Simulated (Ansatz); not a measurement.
## Electronic structure of Zn7S8 (cell with a defect) in real space

Input file:

```
crystal:
  lattice:
    - [1.8907847459, -3.2749352461, 6.2089941882]
    - [1.8907847459, -3.2749352461, -6.2089941882]
    - [3.7815694918, 6.5498704922, 0.0]
  atoms:
    - { symbol: Zn, position: [0.8360549981, 0.8306116686, 0.1666666667] }
    - { symbol: Zn, position: [0.3360549981, 0.3306116686, 0.1666666667] }
    - { symbol: Zn, position: [0.8360549981, 0.8306116686, 0.6666666667] }
    - { symbol: Zn, position: [0.9193883314, 0.4139450019, 0.3333333333] }
    - { symbol: Zn, position: [0.4193883314, 0.9139450019, 0.3333333333] }
    - { symbol: Zn, position: [0.9193883314, 0.4139450019, 0.8333333333] }
    - { symbol: Zn, position: [0.4193883314, 0.9139450019, 0.8333333333] }
    - { symbol: S, position: [0.5231116686, 0.1435549981, 0.1666666667] }
    - { symbol: S, position: [0.0231116686, 0.6435549981, 0.1666666667] }
    - { symbol: S, position: [0.5231116686, 0.1435549981, 0.6666666667] }
    - { symbol: S, position: [0.0231116686, 0.6435549981, 0.6666666667] }
    - { symbol: S, position: [0.1064450019, 0.2268883314, 0.3333333333] }
    - { symbol: S, position: [0.6064450019, 0.7268883314, 0.3333333333] }
    - { symbol: S, position: [0.1064450019, 0.2268883314, 0.8333333333] }
    - { symbol: S, position: [0.6064450019, 0.7268883314, 0.8333333333] }
basis:
  ecutwfc: 420
kpoints:
  mp_grid: { grid: [4, 4, 4] }
hamiltonian:
  xc: pbesol
scf:
  occupations: { method: gaussian, width: 0.05 }
output:
  forces: true
  stress: true
  eigenvalues: true
  write_density: true
  write_potential: true
  elf: true
  volumetric_format: npy
relax:
  adjacent_minimum: "off"
  f_tol: 0.02
  max_steps: 50
```

Command:

```sh
ansatz run input.yaml --threads 4 --pin off --max-ram 9216MiB --backend cpu --events-out ev --progress --plain --runs-dir out
```

The fields are those of the relaxed geometry.

Computed pressure about −2 GPa in this cell.

Theory: DFT PBEsol, scalar-relativistic, plane waves, PAW (Ansatz 0.2.0).

In a PAW calculation such maps are meaningful between the atoms, not at the nuclei.

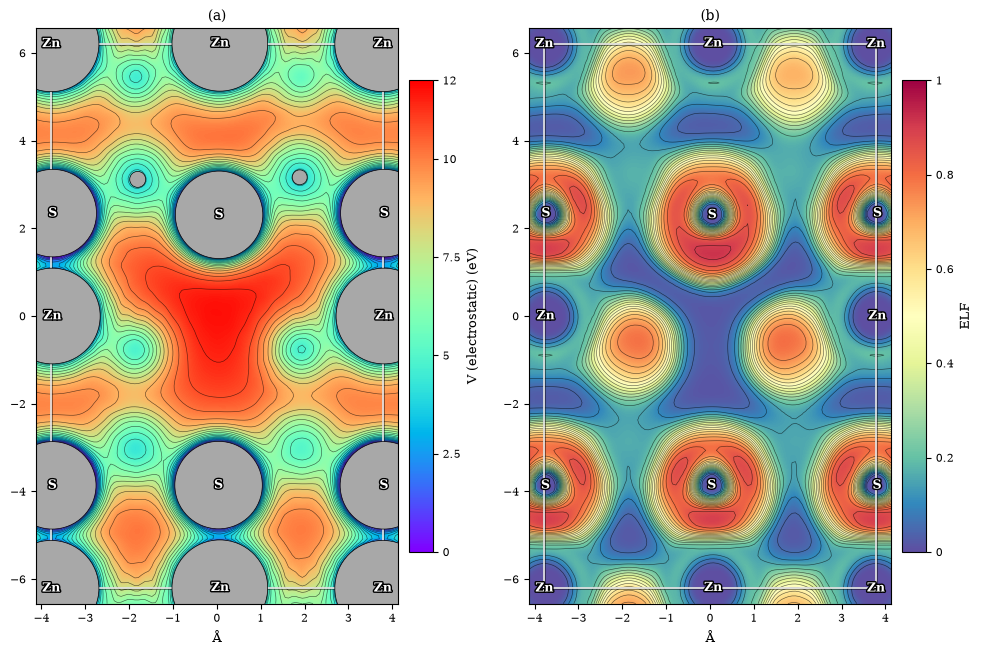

Figure 1. (a) electrostatic potential (local pseudopotential plus Hartree) felt by an electron; (b) ELF on the (110) plane of the calculation cell. Grey discs cover the atomic cores in the potential map.

What do the fields say about this system?

- The section cuts through Zn and S sites.
- Zn–S (2.35 Å): the ELF peaks at about 0.90 in the valence shell of S, 0.8 Å from its nucleus, and is about 0.55 at the midpoint.
- The ELF also peaks beside S, away from the bonds: lone-pair regions.
- Outside the cores the potential energy rises away from the atoms and is highest about 2.2 Å from the nearest atoms; its zero is arbitrary.

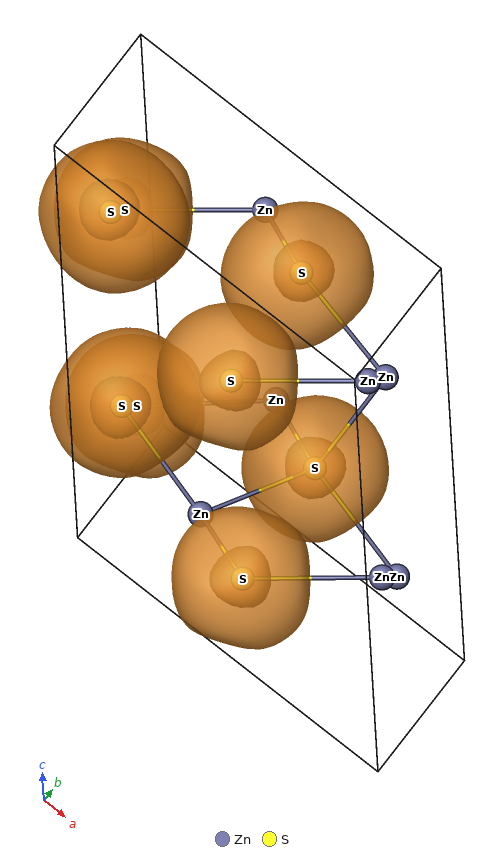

Figure 2. Isosurface of the ELF at 0.65 (orange), seen slightly off an axis. Only the valence region is drawn (cores and ρ < 0.01 e/Å³ removed). Sticks mark near contacts.

Identify the bonds, lone pairs and shells in this picture.

The surface consists of eight regions wrapped around S (the valence shell of each), counted in one cell of 15 atoms. Regions shared between cells count once. Profiles from the grid: Zn–S (2.29 Å): the ELF peaks at about 0.90 in the valence shell of S, 0.8 Å from its nucleus, and is about 0.55 at the midpoint. Zn–S (2.34 Å): the ELF peaks at about 0.90 in the valence shell of S, 0.8 Å from its nucleus, and is about 0.55 at the midpoint.

Does the calculation make it a metal, or give it a gap?

It is gapless in this calculation (a metal or semimetal).
